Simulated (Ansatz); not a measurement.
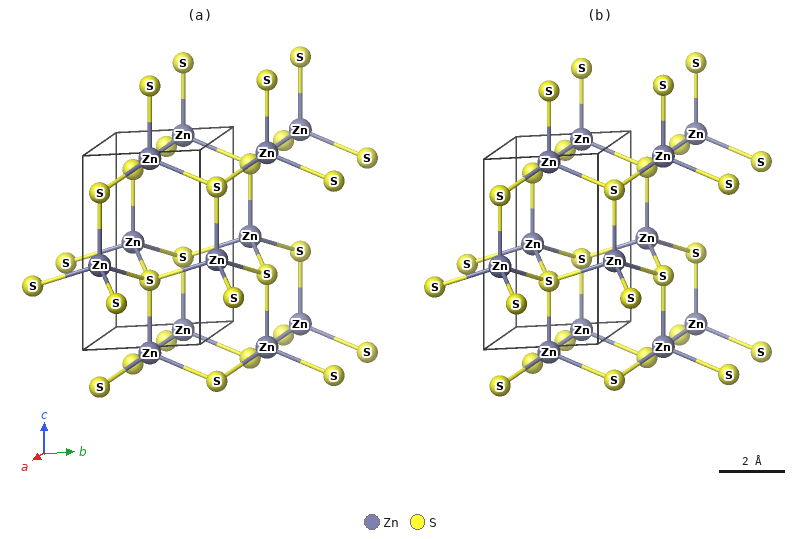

The structure of a crystal of ZnS (set up in P6_3mc) before (left) and after (right) a relaxation, at one scale.

The picture is a ball-and-stick view of the cell of the calculation, repeated 2 × 2 × 1 with one cell outlined, seen slightly off an axis.

Case: relaxed at 7 GPa.

Theory: DFT LDA, scalar-relativistic, plane waves, PAW in Ansatz 0.2.0.

Input file:
```yaml
crystal:
  lattice:
    - [3.7382164777, 0.0, 0.0]
    - [-1.8691082389, 3.2373904346, 0.0]
    - [0.0, 0.0, 6.1430271494]
  atoms:
    - { symbol: Zn, position: [0.3333333333, 0.6666666667, 0.0055916828] }
    - { symbol: Zn, position: [0.6666666667, 0.3333333333, 0.5055916828] }
    - { symbol: S, position: [0.3333333333, 0.6666666667, 0.3794083172] }
    - { symbol: S, position: [0.6666666667, 0.3333333333, 0.8794083172] }
basis:
  ecutwfc: 420
kpoints:
  mp_grid: { grid: [12, 12, 6] }
hamiltonian:
  xc: lda
scf:
  occupations: { method: fixed }
output:
  forces: true
  stress: true
  eigenvalues: true
relax:
  adjacent_minimum: "off"
  f_tol: 0.001
  max_steps: 60
  cell: { stress_tol: 0.02, p_target: 7.0 }
```

Command:
```bash
ansatz run input.yaml --threads 1 --pin off --max-ram 3072MiB --backend cpu --events-out ev --progress --plain --runs-dir out
```

Q: Describe what moved and what it gained.

A: After 4 accepted moves (5 points after the start) the energy has risen by 25.7 meV per atom. With the target pressure of 7 GPa, the enthalpy E + pV changes by −29.1 meV per atom. Largest force component: 0.00015 eV/Å at the start, 0.00076 eV/Å at the end. Pressure: 0.00 GPa at the start and 6.99 GPa at the end. At 1 point the geometry stayed and the basis and grid were re-selected for the new cell (energy shift of 0.4 meV per atom at most each time). No atom moves by more than 0.005 Å relative to the cell. The volume changes by −6.7 %, with a = b 3.738 → 3.648 Å (−2.4 %), c 6.143 → 6.015 Å (−2.1 %). Among the contacts that change: Zn1–S3 2.296 → 2.242 Å, Zn1–S4 2.293 → 2.241 Å. The space group stays P6_3mc (No. 186).
